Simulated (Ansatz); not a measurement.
SiC: field-gradient calculation (part 1 of 2)

SiC (P6₃mc, 12 atoms in the cell), computed with DFT, PBEsol, plane waves, PAW, no spin polarisation (Ansatz 0.2.0).

The structure derives from an entry of the Crystallography Open Database. Figures and captions count atoms from 1; the log counts them from 0 in places.

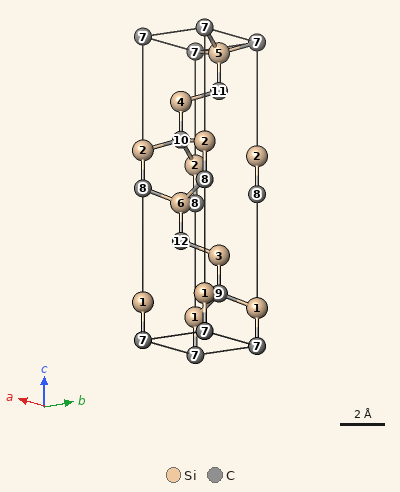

**Figure 1.** The structure (ball-and-stick view of the cell of the calculation, seen at an oblique angle; atoms are numbered from 1 in the order of the input). Near neighbours in the crystal (not all of them lie inside the picture): Si has 4 C at 1.90 Å; C has 4 Si at 1.90 Å.

Input file
```yaml
crystal:
  lattice:
    - [3.095, 0.0, 0.0]
    - [-1.5475, 2.6803486247, 0.0]
    - [0.0, 0.0, 15.17]
  atoms:
    - { symbol: Si, position: [0.0, 0.0, 0.125] }
    - { symbol: Si, position: [0.0, 0.0, 0.625] }
    - { symbol: Si, position: [0.3333333333, 0.6666666667, 0.2917] }
    - { symbol: Si, position: [0.6666666667, 0.3333333333, 0.7917] }
    - { symbol: Si, position: [0.3333333333, 0.6666666667, 0.9583] }
    - { symbol: Si, position: [0.6666666667, 0.3333333333, 0.4583] }
    - { symbol: C, position: [0.0, 0.0, 0.0] }
    - { symbol: C, position: [0.0, 0.0, 0.5] }
    - { symbol: C, position: [0.3333333333, 0.6666666667, 0.1667] }
    - { symbol: C, position: [0.6666666667, 0.3333333333, 0.6667] }
    - { symbol: C, position: [0.3333333333, 0.6666666667, 0.8333] }
    - { symbol: C, position: [0.6666666667, 0.3333333333, 0.3333] }
kpoints:
  mp_grid: { grid: [9, 9, 2] }
scf:
  occupations: { method: fermi_dirac, width: 0.02 }
hamiltonian:
  xc: pbesol
  pseudopotentials: { kind: paw }
output:
  forces: true
  stress: true
  populations: true
  efg: { contact_densities: true }
  write_density: true
  write_potential: true
  elf: true
  volumetric_format: npy
```

Hardware: 1 thread of an Arm (aarch64) CPU, shared host.

Run as:
```bash
ansatz run input.yaml --threads 1 --pin off --max-ram 2560MiB --backend cpu --events-out ev --progress --plain --runs-dir out
```

Log
```
Engine: ansatz 0.2.0, aarch64-unknown-linux-gnu
Pseudopotentials: kind: paw
Pseudopotential: Si, paw, valence charge 4, recommended cutoff 420 eV (normal), Si.paw.azcp
Pseudopotential: C, paw, valence charge 4, recommended cutoff 420 eV (normal), C.paw.azcp
Functional definition: PBEsol
  exchange = pbesol_x
  correlation = pbesol_c
Crystal: 12 atoms, lattice volume = 125.845 Å³
Basis set: ecut = 420 eV, 2451 PW (Γ), exchange–correlation on 48×48×216 points (8 copies of the dense FFT grid, shifted against one another)
Bands: 36, of which v1, the nominal top of the filled ones, is band 24 counted from 1 (23 counted from 0)
Symmetry: 12 space group operations
Space group: P63mc (ITA 186), of the structure as read, at distance tolerance 5.0e-5 Å
k-points: 24 of 162
Non-local potential: Si, projectors of the file, l = 0: 2, l = 1: 2, l = 2: 2
Non-local potential: C, projectors of the file, l = 0: 2, l = 1: 2, l = 2: 1
PAW form: soft (Blöchl's): semilocal exchange-correlation on the pseudo side does not see the compensation charge
PAW frozen core: Si, regenerated for the run's functional, and the local potential with it (the file was generated under x = pbe(κ = 0.804, μ = 0.2195149727645171), c = pbe(β = 0.06672455060314922))
PAW frozen core: C, regenerated for the run's functional, and the local potential with it (the file was generated under x = pbe(κ = 0.804, μ = 0.2195149727645171), c = pbe(β = 0.06672455060314922))
PAW one-centre angular grid: Si, 110 points (default); XC on 64 Gauss nodes
PAW one-centre angular grid: C, 110 points (default); XC on 64 Gauss nodes
Initial density: superposition of atomic densities (neutral atoms: chi_scale 0, normalization atom), corrected by the library's trained network
Initial wavefunctions: pseudopotential atomic-orbital guess
Functional: x = pbesol(κ = 0.804, μ = 0.12345679012345678), c = pbesol(β = 0.046)
SCF iter   1: F=—  HF=-5212.263940 eV  |F-HF|=—  |Δ(HF+E_count)|=         —  Δρ=8.60e-3  dr2=1.14e-1  ethr=1.77e-3  ⟨swp⟩=6.9  Hψ=4456  notcnv=0  defer=13
preconditioner: auto → none  [insulator: Δε(μ)=1.896 eV  Ē_g=11.736 eV  σ=0.020 eV  W_gap=1.00  n_scr=10 (ndim 8)  ℏωp=22.9 eV  f_vac=0.000  D(μ)=0.00/eV (n_scr^D=0)  ε∞_Penn≈4.8]
SCF iter   2: F=—  HF=-5212.231648 eV  |F-HF|=—  |Δ(HF+E_count)|=   3.23e-2  Δρ=1.53e-3  dr2=2.83e-3  ethr=2.37e-4  ⟨swp⟩=2.6  Hψ=1686  notcnv=0  defer=152
SCF iter   3: F=—  HF=-5212.231233 eV  |F-HF|=—  |Δ(HF+E_count)|=   4.15e-4  Δρ=5.20e-4  dr2=2.41e-4  ethr=5.90e-6  ⟨swp⟩=2.3  Hψ=1301  notcnv=0  defer=156
SCF iter   4: F=—  HF=-5212.231258 eV  |F-HF|=—  |Δ(HF+E_count)|=   2.50e-5  Δρ=1.01e-4  dr2=3.46e-5  ethr=5.02e-7  ⟨swp⟩=2.6  Hψ=1225  notcnv=0  defer=156
SCF iter   5: F=—  HF=-5212.231118 eV  |F-HF|=—  |Δ(HF+E_count)|=   1.39e-4  Δρ=3.73e-5  dr2=9.22e-7  ethr=7.21e-8  ⟨swp⟩=2.2  Hψ=1101  notcnv=0  defer=156
SCF iter   6: F=-5212.231119 eV  HF=-5212.231119 eV  |F-HF|=3.01e-9  |Δ(HF+E_count)|=   6.10e-7  Δρ=5.95e-6  dr2=3.23e-8  ethr=2.08e-10  ⟨swp⟩=15.5  Hψ=6623  notcnv=0
SCF 1 converged in 6 iterations: F = -5212.231119 eV  dr2 = 3.23e-8
  greatest PAW one-centre occupation: 0.642 electrons in one spin orbital (limit 2), on the C atom at site 7 (counted from 0), in its partial waves of l = 0
SCF converged after 6 iterations
Free energy (F): -5212.231119 eV
Harris-Foulkes:  -5212.231119 eV  (|F-HF|=3.01e-9)
Internal energy: -5212.231119 eV  (E = F + TS)
E sigma→0 (E₀):  -5212.231119 eV
Fermi energy:    10.285926 eV
--- Per-component energies (eV) ---
  E_band       = 161.922003
  E_kinetic    = 807.094173
  E_local      = -629.199497  (includes V_loc(G=0)·N_el)
  E_nonlocal   = 310.777018
  E_hartree    = 190.799997
  E_xc         = -626.215836
  E_vxc        = -652.965461  (∫ρ·V_xc dr)
  E_paw        = -3565.625716  (= ΣΔE_a)
  E_vpaw       = -55.384560  (= ΣTr[D̂ρ^β])
  E_aug_tail   = 0.000073  (compensation charges beyond the density's cutoff)
  E_ewald      = -1700.177298
  E_core_change = 0.315967  (= ΣΔE_core)
  E_smearing   = -0.000000  (= −TS)
  E_closure    = -0.000000  (closes the sum)
  Σ components = -5212.231119   (vs F -5212.231119, Δ=0.00e0)
--- Forces (eV/Å), atoms counted from 1 ---
  atom   1  Si     0.00000000    -0.00000000     0.04462492
  atom   2  Si     0.00000000     0.00000000     0.04462492
  atom   3  Si     0.00000000    -0.00000000     0.02499375
  atom   4  Si     0.00000000     0.00000000     0.02499375
  atom   5  Si     0.00000000     0.00000000     0.05530686
  atom   6  Si    -0.00000000    -0.00000000     0.05530686
  atom   7  C      0.00000000    -0.00000000    -0.14355406
  atom   8  C      0.00000000     0.00000000    -0.14355406
  atom   9  C     -0.00000000     0.00000000     0.03217772
  atom  10  C      0.00000000    -0.00000000     0.03217772
  atom  11  C     -0.00000000    -0.00000000    -0.01353392
  atom  12  C      0.00000000     0.00000000    -0.01353392
  max |Σ_I F_I| component: 3.05e-5 eV/Å
--- Stress (GPa, compression-positive) ---
       -3.408743       0.000000       0.000000
        0.000000      -3.408743      -0.000000
        0.000000      -0.000000      -2.644494
  P = ⅓ Tr σ = -3.1540 GPa (-31.540 kbar)
--- PAW observables at the nuclei: V_zz in 10²¹ V/m², potentials from the cell's mean, atoms counted from 1 ---
  atom   1  Si V_zz =    -0.175050   η = 0.0000   by run symmetry: allowed
            electrostatic potential = -1361.831975 V   contact ρ = 12757.759912 e/Å³
  atom   2  Si V_zz =    -0.175050   η = 0.0000   by run symmetry: allowed
            electrostatic potential = -1361.831975 V   contact ρ = 12757.759912 e/Å³
  atom   3  Si V_zz =    +0.133869   η = 0.0000   by run symmetry: allowed
            electrostatic potential = -1361.863577 V   contact ρ = 12757.747366 e/Å³
  atom   4  Si V_zz =    +0.133869   η = 0.0000   by run symmetry: allowed
            electrostatic potential = -1361.863577 V   contact ρ = 12757.747366 e/Å³
  atom   5  Si V_zz =    +0.162220   η = 0.0000   by run symmetry: allowed
            electrostatic potential = -1361.869449 V   contact ρ = 12757.821378 e/Å³
  atom   6  Si V_zz =    +0.162220   η = 0.0000   by run symmetry: allowed
            electrostatic potential = -1361.869449 V   contact ρ = 12757.821378 e/Å³
  atom   7  C  V_zz =    +0.159534   η = 0.0000   by run symmetry: allowed
            electrostatic potential = -418.138621 V   contact ρ = 859.834931 e/Å³
  atom   8  C  V_zz =    +0.159534   η = 0.0000   by run symmetry: allowed
            electrostatic potential = -418.138621 V   contact ρ = 859.834931 e/Å³
  atom   9  C  V_zz =    +0.037573   η = 0.0000   by run symmetry: allowed
            electrostatic potential = -418.058576 V   contact ρ = 859.828725 e/Å³
  atom  10  C  V_zz =    +0.037573   η = 0.0000   by run symmetry: allowed
            electrostatic potential = -418.058576 V   contact ρ = 859.828725 e/Å³
  atom  11  C  V_zz =    +0.016094   η = 0.0000   by run symmetry: allowed
            electrostatic potential = -418.105814 V   contact ρ = 859.817142 e/Å³
  atom  12  C  V_zz =    +0.016094   η = 0.0000   by run symmetry: allowed
            electrostatic potential = -418.105814 V   contact ρ = 859.817142 e/Å³
--- Band table (eV; the first three rows and the last of 24) ---
  k-point 0: bands = ["-6.0735", "-5.5586", "-5.5146", "-4.0312", "-3.9995", "-2.5100", "0.7189", "3.0658", "3.0984", "6.8690", "6.8857", "8.1431", "8.1431", "8.3288", "8.3288", "8.4413", "8.4413", "8.9060", "8.9060", "8.9971", "8.9971", "9.2518", "9.2974", "9.2974", "14.2706", "14.4417", "14.8474", "15.3568", "15.3796", "15.7545", "16.0544", "16.0544", "16.2857", "16.2857", "16.5110", "16.5839"]
  k-point 1: bands = ["-5.9385", "-5.9385", "-4.8828", "-4.8828", "-3.0569", "-3.0569", "1.4839", "1.4839", "4.9600", "4.9600", "8.2021", "8.2021", "8.2021", "8.2021", "8.5218", "8.5218", "8.6539", "8.6539", "8.6539", "8.6539", "9.2010", "9.2010", "9.2010", "9.2010", "14.3375", "14.3375", "15.0799", "15.0799", "15.7256", "15.7256", "16.1484", "16.1484", "16.1484", "16.1484", "16.5226", "16.5226"]
  k-point 2: bands = ["-5.8609", "-5.3492", "-5.3045", "-3.8324", "-3.8001", "-2.3316", "0.9127", "3.2004", "3.2324", "6.7202", "6.7647", "7.0190", "7.3630", "7.4542", "7.7511", "8.0169", "8.0935", "8.1664", "8.2435", "8.5564", "8.7352", "8.8011", "9.1151", "9.2043", "14.5052", "14.7795", "14.9106", "15.4680", "15.6097", "15.7402", "16.0382", "16.0659", "16.3151", "16.4771", "16.5990", "16.6515"]
  k-point 23: bands = ["-1.5577", "-1.5577", "-1.4258", "-1.4258", "-1.3818", "-1.3818", "1.8450", "1.8450", "2.0112", "2.0112", "2.4076", "2.4076", "3.5072", "3.5072", "4.0437", "4.0437", "4.4668", "4.4668", "6.2456", "6.2456", "6.6500", "6.6500", "7.0332", "7.0332", "12.8402", "12.8402", "13.5186", "13.5186", "14.6366", "14.6366", "16.5192", "16.5192", "17.7260", "17.7260", "18.3883", "18.3883"]
--- Löwdin populations: 12 sites ---
  site symbol       q [e]
     0     Si      2.9690
     1     Si      2.9690
     2     Si      2.9717
     3     Si      2.9717
     4     Si      2.9593
     5     Si      2.9593
     6      C      4.9644
     7      C      4.9644
     8      C      4.9543
     9      C      4.9543
    10      C      4.9511
    11      C      4.9511
  spilling = 0.009594 (of n_electrons = 48.000000)
```

File populations.tsv
```
# site	symbol	l	j	q
# orbitals = lowdin
# n_electrons = 48.000000
# spilling = 0.009594
0	Si	0_3S	-	0.917368
0	Si	1_3P	-	2.051618
1	Si	0_3S	-	0.917368
1	Si	1_3P	-	2.051618
2	Si	0_3S	-	0.916792
2	Si	1_3P	-	2.054884
3	Si	0_3S	-	0.916792
3	Si	1_3P	-	2.054884
4	Si	0_3S	-	0.915594
4	Si	1_3P	-	2.043696
5	Si	0_3S	-	0.915594
5	Si	1_3P	-	2.043696
6	C	0_2S	-	1.160807
6	C	1_2P	-	3.803574
7	C	0_2S	-	1.160807
7	C	1_2P	-	3.803574
8	C	0_2S	-	1.157855
8	C	1_2P	-	3.796479
9	C	0_2S	-	1.157855
9	C	1_2P	-	3.796479
10	C	0_2S	-	1.156951
10	C	1_2P	-	3.794130
11	C	0_2S	-	1.156951
11	C	1_2P	-	3.794130
```

File rho_z.tsv
```
# z_ang	rho[e/angstrom^3]
# format = ansatz-planar-average/11
# lattice	3.095000000	0.000000000	0.000000000
# lattice	-1.547500000	2.680348625	0.000000000
# lattice	0.000000000	0.000000000	15.170000000
# sites	12
# site	14	0.000000000	0.000000000	1.896250000
# site	14	0.000000000	0.000000000	9.481250000
# site	14	0.000000000	1.786899083	4.425089000
# site	14	1.547500000	0.893449542	12.010089000
# site	14	0.000000000	1.786899083	14.537411000
# site	14	1.547500000	0.893449542	6.952411000
# site	6	0.000000000	0.000000000	0.000000000
# site	6	0.000000000	0.000000000	7.585000000
# site	6	0.000000000	1.786899083	2.528839000
# site	6	1.547500000	0.893449542	10.113839000
# site	6	0.000000000	1.786899083	12.641161000
# site	6	1.547500000	0.893449542	5.056161000
0.000000	6.005017e-1
0.140463	5.487588e-1
0.280926	4.798801e-1
0.421389	4.046777e-1
0.561852	3.340906e-1
0.702315	2.776718e-1
0.842778	2.396325e-1
0.983241	2.187480e-1
1.123704	2.107863e-1
1.264167	2.121301e-1
1.404630	2.231602e-1
1.545093	2.489695e-1
1.685556	2.956365e-1
1.826019	3.647452e-1
1.966481	4.494985e-1
2.106944	5.340018e-1
2.247407	5.967578e-1
2.387870	6.196810e-1
2.528333	5.997456e-1
2.668796	5.488517e-1
2.809259	4.807668e-1
2.949722	4.059254e-1
3.090185	3.352864e-1
3.230648	2.785857e-1
3.371111	2.401792e-1
3.511574	2.189576e-1
3.652037	2.107813e-1
3.792500	2.120861e-1
3.932963	2.232453e-1
4.073426	2.492999e-1
4.213889	2.962687e-1
4.354352	3.656761e-1
4.494815	4.506408e-1
4.635278	5.351653e-1
4.775741	5.976711e-1
4.916204	6.201047e-1
5.056667	5.996315e-1
5.197130	5.483516e-1
5.337593	4.800947e-1
5.478056	4.052763e-1
5.618519	3.348120e-1
5.758981	2.783592e-1
5.899444	2.401918e-1
6.039907	2.191396e-1
6.180370	2.110258e-1
6.320833	2.122809e-1
6.461296	2.233128e-1
6.601759	2.492229e-1
6.742222	2.960909e-1
6.882685	3.654853e-1
7.023148	4.505460e-1
7.163611	5.352728e-1
7.304074	5.981112e-1
7.444537	6.209210e-1
7.585000	6.005017e-1
7.725463	5.487588e-1
7.865926	4.798801e-1
8.006389	4.046777e-1
8.146852	3.340906e-1
8.287315	2.776718e-1
8.427778	2.396325e-1
8.568241	2.187480e-1
8.708704	2.107863e-1
8.849167	2.121301e-1
8.989630	2.231602e-1
```
